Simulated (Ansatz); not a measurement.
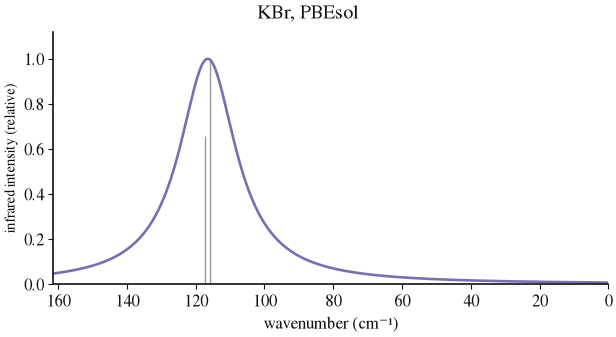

Caption: Infrared spectrum of the zone-centre phonons for KBr, space group P6_3/mmc (No. 194) (cell built by us, not taken from a database). Lines are broadened by Lorentzians of 20 cm⁻¹ full width; the spectrum is scaled to its strongest line. These are zero-field (TO) frequencies; inactive modes don't show.

The strongest infrared line is at 116.0 cm⁻¹, followed by 117.3 (66 % of it).

Calculation (Ansatz 0.2.0): perturbation theory at the zone centre of a relaxed insulator, optical modes (intensities summed over a level), dielectric tensors and Born charges, a negative frequency is imaginary, spin-unpolarised plane waves. Level: PBEsol.

```tsv
setting	value
periodic directions	3
potentials	PAW
wave cutoff	420 eV
k mesh	6×6×4
```

Structure:
```
CELL_PARAMETERS angstrom
5.57075 0.00000 0.00000
-2.78538 4.82441 0.00000
0.00000 0.00000 6.49472
ATOMIC_POSITIONS crystal
K 0.33333 0.66667 0.25000
K 0.66667 0.33333 0.75000
Br 0.66667 0.33333 0.25000
Br 0.33333 0.66667 0.75000
```

Input file:
```
crystal:
  lattice:
    - [5.5707518733, 0.0, 0.0]
    - [-2.7853759366, 4.8244126405, 0.0]
    - [0.0, 0.0, 6.4947176954]
  atoms:
    - { symbol: K, position: [0.3333333333, 0.6666666667, 0.25] }
    - { symbol: K, position: [0.6666666667, 0.3333333333, 0.75] }
    - { symbol: Br, position: [0.6666666667, 0.3333333333, 0.25] }
    - { symbol: Br, position: [0.3333333333, 0.6666666667, 0.75] }
kpoints:
  mp_grid: { grid: [6, 6, 4] }
hamiltonian:
  xc: pbesol
scf:
  occupations: { method: fixed }
phonons:
  method: dfpt
  dielectric: true
  qpoints: [[0, 0, 0]]
  rigid_motions: translations
```
